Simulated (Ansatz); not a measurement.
SnO₂: single-point calculation (part 2 of 2)

Continued. System: SnO₂ (slab, 30 atoms in the cell). Method: DFT PBE, scalar-relativistic, plane waves, PAW, no spin polarisation (Ansatz 0.2.0); cutoff 420 eV, 6×5×1 k-mesh, Gaussian smearing of 0.05 eV. The structure derives from an entry of the Crystallography Open Database.

## Output, continued
```
  k-point 0: bands = ["-20.3689", "-20.3278", "-20.3101", "-20.2607", "-20.2225", "-20.2148", "-20.1381", "-20.0082", "-19.8156", "-19.8033", "-19.7440", "-19.7368", "-19.7221", "-19.6657", "-19.6194", "-19.6003", "-19.5956", "-19.5923", "-19.5776", "-19.5699", "-19.5547", "-19.5545", "-19.5357", "-19.5347", "-19.5259", "-19.5251", "-19.5073", "-19.5064", "-19.5062", "-19.4620", "-19.4548", "-19.4471", "-19.4280", "-19.4178", "-19.4166", "-19.4157", "-19.3986", "-19.3980", "-19.3839", "-19.3765",
      "-19.3719", "-19.3715", "-19.3689", "-19.3608", "-19.3565", "-19.3535", "-19.3526", "-19.3483", "-19.3340", "-19.3314", "-17.9510", "-17.7544", "-17.3779", "-16.9217", "-16.5507", "-16.2936", "-16.2250", "-16.1520", "-16.0856", "-16.0760", "-15.7975", "-15.3722", "-15.0859", "-15.0668", "-14.9966", "-14.9208", "-14.8932", "-14.8240", "-13.9965", "-13.9955", "-7.2768", "-7.0896", "-6.7345", "-6.3516", "-6.1539", "-5.8849", "-5.2172", "-4.5146", "-4.5059", "-4.2179",
      "-4.1236", "-4.0173", "-3.6999", "-3.5212", "-3.3783", "-3.3161", "-3.2901", "-3.2224", "-3.1336", "-3.0371", "-2.9476", "-2.8005", "-2.7039", "-2.4761", "-2.3699", "-2.1776", "-2.1546", "-2.0225", "-1.5808", "-1.4619", "-1.3861", "-1.3266", "-1.1265", "-1.0674", "-1.0501", "-1.0419", "-0.9250", "-0.9046", "-0.5376", "-0.5107", "-0.4940", "-0.3816", "-0.3727", "-0.3197", "-0.2670", "-0.2283", "-0.2116", "-0.1988", "-0.1305", "-0.1302",
      "0.0215", "0.1467", "0.2477", "0.2508", "0.3069", "0.4890", "0.6491", "0.6545", "0.9613", "1.0055", "1.2691", "1.5041", "2.9532", "4.4714", "4.7320", "4.7395", "5.7748", "6.4312", "6.5849", "6.5913", "6.8577", "6.9182", "7.1781", "7.2452", "7.4499", "7.4695", "8.0119", "8.0704", "8.1217", "8.3265", "8.3318", "8.5540", "8.7838", "8.9448", "9.3162", "9.3490", "9.3688", "9.6670", "9.8626", "10.3755"]
  k-point 1: bands = ["-20.3317", "-20.3013", "-20.2755", "-20.2262", "-20.2076", "-20.1823", "-20.0932", "-20.0145", "-19.8727", "-19.8493", "-19.7627", "-19.7532", "-19.6956", "-19.6914", "-19.6229", "-19.6211", "-19.6130", "-19.5948", "-19.5914", "-19.5870", "-19.5771", "-19.5699", "-19.5490", "-19.5357", "-19.5354", "-19.5340", "-19.5238", "-19.5190", "-19.5048", "-19.4734", "-19.4591", "-19.4480", "-19.4249", "-19.4181", "-19.4180", "-19.4102", "-19.4013", "-19.3980", "-19.3804", "-19.3798",
      "-19.3759", "-19.3720", "-19.3672", "-19.3635", "-19.3588", "-19.3568", "-19.3551", "-19.3506", "-19.3355", "-19.3335", "-17.8663", "-17.6594", "-17.2681", "-16.7859", "-16.7856", "-16.6298", "-16.4198", "-16.0492", "-16.0191", "-15.6967", "-15.6777", "-15.3160", "-15.0242", "-15.0221", "-14.9995", "-14.9960", "-14.9717", "-14.9001", "-14.1182", "-14.1171", "-7.2409", "-7.0056", "-6.5921", "-6.1267", "-6.1185", "-5.8122", "-5.5254", "-4.6905", "-4.4206", "-4.2733",
      "-3.8943", "-3.8905", "-3.8352", "-3.4976", "-3.2747", "-3.2233", "-3.2207", "-3.1343", "-3.0085", "-2.9462", "-2.9223", "-2.8157", "-2.6529", "-2.4992", "-2.3865", "-2.0616", "-2.0282", "-2.0168", "-1.7081", "-1.5819", "-1.5293", "-1.3366", "-1.2676", "-1.2171", "-1.0261", "-1.0217", "-0.9689", "-0.8659", "-0.8060", "-0.7896", "-0.6857", "-0.5769", "-0.5343", "-0.4902", "-0.3965", "-0.3526", "-0.2914", "-0.2006", "-0.1729", "-0.1070",
      "0.0487", "0.1137", "0.2879", "0.2930", "0.3044", "0.4228", "0.6329", "0.6358", "0.9484", "0.9625", "1.7040", "1.8863", "3.2779", "4.4027", "4.4075", "4.6895", "5.9159", "5.9249", "6.1763", "6.7154", "7.0136", "7.1694", "7.2692", "7.4217", "7.6016", "7.6339", "8.1302", "8.3185", "8.3661", "8.3766", "8.5939", "8.7241", "8.9510", "9.2270", "9.3414", "9.4072", "9.6302", "9.7682", "10.1465", "10.2143"]
  k-point 2: bands = ["-20.2397", "-20.2346", "-20.1958", "-20.1884", "-20.1744", "-20.0917", "-20.0767", "-19.9669", "-19.9601", "-19.9063", "-19.8227", "-19.7994", "-19.7903", "-19.7554", "-19.6992", "-19.6974", "-19.6177", "-19.6103", "-19.5979", "-19.5937", "-19.5812", "-19.5694", "-19.5525", "-19.5382", "-19.5336", "-19.5332", "-19.5320", "-19.5314", "-19.5000", "-19.4920", "-19.4536", "-19.4497", "-19.4186", "-19.4166", "-19.4146", "-19.4079", "-19.3993", "-19.3942", "-19.3873", "-19.3858",
      "-19.3737", "-19.3684", "-19.3683", "-19.3639", "-19.3633", "-19.3630", "-19.3608", "-19.3570", "-19.3377", "-19.3371", "-17.6184", "-17.4046", "-17.2319", "-17.0446", "-17.0005", "-16.6868", "-16.4670", "-16.1554", "-15.6870", "-15.4557", "-15.3720", "-15.3024", "-15.2148", "-15.1127", "-15.1031", "-15.0927", "-14.7671", "-14.7542", "-14.4227", "-14.4175", "-7.0308", "-6.6866", "-6.6089", "-6.1468", "-6.1399", "-5.5123", "-5.4660", "-5.0117", "-4.7051", "-4.0775",
      "-4.0299", "-3.7014", "-3.5929", "-3.4772", "-3.3496", "-3.2480", "-3.1506", "-2.9189", "-2.8855", "-2.7588", "-2.6851", "-2.4414", "-2.3383", "-2.2939", "-2.2143", "-2.1409", "-2.0640", "-2.0020", "-1.8184", "-1.7138", "-1.7066", "-1.5262", "-1.5140", "-1.4726", "-1.3472", "-1.3432", "-1.2071", "-1.0973", "-1.0963", "-1.0163", "-0.9236", "-0.7441", "-0.7314", "-0.6454", "-0.4769", "-0.4181", "-0.3435", "-0.3375", "-0.1493", "-0.1140",
      "-0.0365", "0.0924", "0.3521", "0.3661", "0.3782", "0.3786", "0.6283", "0.6325", "0.7707", "0.7769", "2.6761", "2.7260", "3.6359", "3.6399", "4.0335", "4.9733", "5.1755", "5.7059", "6.2478", "6.5541", "7.3896", "7.5036", "7.5068", "7.7049", "7.8122", "8.1079", "8.1428", "8.3538", "8.6323", "8.8137", "8.9103", "9.0443", "9.1239", "9.3980", "9.5210", "9.5563", "9.6000", "9.9214", "9.9323", "10.3189"]
  k-point 11: bands = ["-20.3124", "-20.3124", "-20.2156", "-20.2156", "-20.1320", "-20.1320", "-20.0704", "-20.0704", "-20.0378", "-20.0378", "-19.7682", "-19.7682", "-19.7081", "-19.7081", "-19.6551", "-19.6551", "-19.6021", "-19.6021", "-19.5898", "-19.5898", "-19.5740", "-19.5740", "-19.5640", "-19.5639", "-19.5307", "-19.5306", "-19.5285", "-19.5285", "-19.4933", "-19.4933", "-19.4526", "-19.4526", "-19.4206", "-19.4206", "-19.4055", "-19.4055", "-19.3922", "-19.3922", "-19.3837", "-19.3837",
      "-19.3712", "-19.3712", "-19.3629", "-19.3629", "-19.3617", "-19.3617", "-19.3546", "-19.3545", "-19.3335", "-19.3335", "-16.8927", "-16.8927", "-16.7461", "-16.7461", "-16.6386", "-16.6386", "-16.5204", "-16.5204", "-16.1670", "-16.1670", "-15.7832", "-15.7832", "-15.3647", "-15.3647", "-15.0165", "-15.0165", "-14.6981", "-14.6981", "-14.4919", "-14.4919", "-6.3178", "-6.3178", "-5.9892", "-5.9892", "-5.6951", "-5.6951", "-5.3225", "-5.3225", "-5.0245", "-5.0245",
      "-4.3837", "-4.3837", "-3.8384", "-3.8384", "-3.2860", "-3.2859", "-3.2216", "-3.2216", "-2.9795", "-2.9795", "-2.8438", "-2.8438", "-2.7152", "-2.7152", "-2.3974", "-2.3974", "-2.0088", "-2.0088", "-1.8544", "-1.8544", "-1.4393", "-1.4393", "-1.2911", "-1.2911", "-0.9102", "-0.9102", "-0.8379", "-0.8379", "-0.6802", "-0.6802", "-0.5082", "-0.5082", "-0.4549", "-0.4549", "-0.3465", "-0.3465", "-0.2364", "-0.2364", "-0.1761", "-0.1761",
      "-0.1383", "-0.1383", "0.3536", "0.3537", "0.4438", "0.4438", "0.6556", "0.6556", "0.7050", "0.7051", "3.5356", "3.5356", "3.8485", "3.8485", "5.0487", "5.0487", "5.4267", "5.4267", "5.9934", "5.9934", "7.3190", "7.3190", "7.6002", "7.6003", "8.1854", "8.1854", "8.4687", "8.4687", "8.6065", "8.6065", "9.0827", "9.0827", "9.2454", "9.2454", "9.7926", "9.7926", "10.0436", "10.0436", "10.2570", "10.2570"]
```

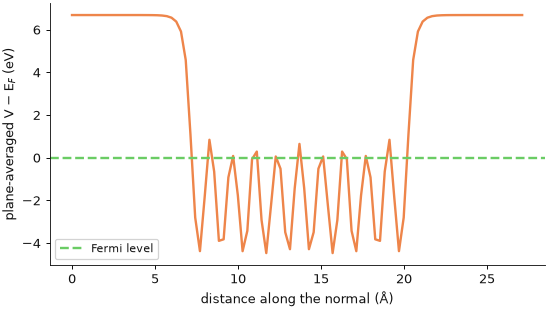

Figure 1. Plane average of the electrostatic potential energy of an electron across the cell, from the Fermi level. The vacuum level lies 6.69 eV above the Fermi level.

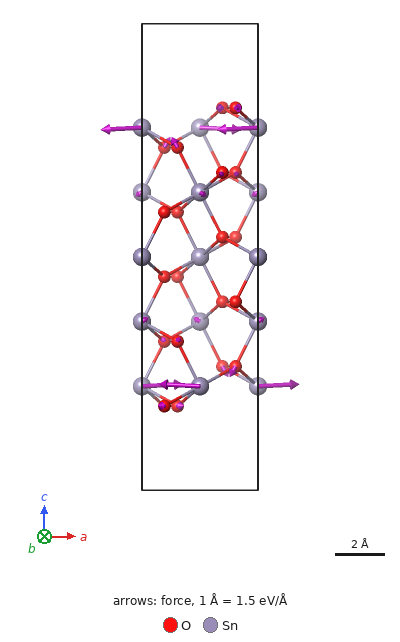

Figure 2. Forces on the atoms as pink arrows (ball-and-stick view of the cell of the calculation, with the vacuum cut short, along the b axis); the smallest are left out. The largest act on Sn3, Sn4, Sn27, Sn28 (2.67 eV/Å). Atoms are counted from 1 in the order of the input and aren't labelled in the picture. The geometry is not a stationary point of this energy.

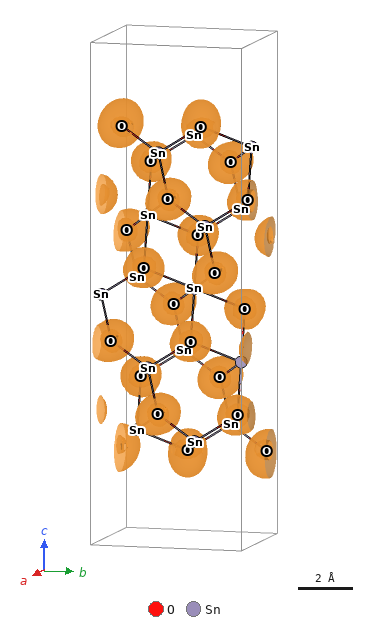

Figure 3. Isosurface of the electron localisation function at 0.75 (orange), seen slightly off an axis. Core shells and regions of very low density are left out. Sticks mark near contacts. Counts are for one cell; the picture repeats the cell along the surface.  Values along the shortest contacts: Sn–O (2.09 Å): the ELF is about 0.25 at the midpoint. In a PAW calculation such maps are meaningful between the atoms, not at the nuclei.

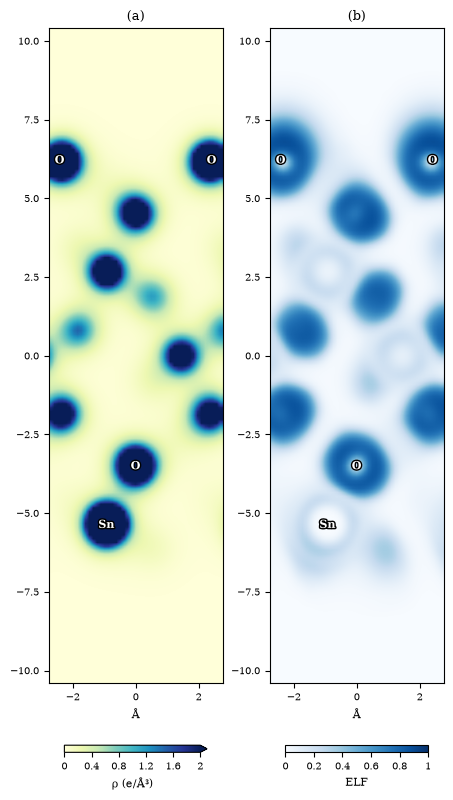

Figure 4. (a) valence charge density (pseudo); (b) electron localisation function on the (010) plane of the calculation cell, a cut from vacuum to vacuum. The plane passes through Sn and O nuclei. Sn–O (2.09 Å): the density is about 0.62 e/Å³ at the midpoint; the ELF is about 0.25 at the midpoint. The density dies away to nearly zero in the vacuum.

## Results in brief

- outcome: converged
- electrons treated: 260
- free energy: −71583.7481 eV
- work function, top face: 6.69 eV
- work function, bottom face: 6.69 eV
- Fermi energy: 1.140 eV
- gap on the k-point mesh: 0.26 eV
- work function (upper face): 6.69 eV
- largest force (length of the vector): 2.668 eV/Å
- hardware: 4 threads of AMD EPYC (Zen 3), 64 GiB of memory available, shared host
- wall time: 1.8 min (CPU time 6.8 min)
- peak memory: 2.9 GiB

## Remarks

The program warns: the exchange-correlation potential is rough where the density is thin.
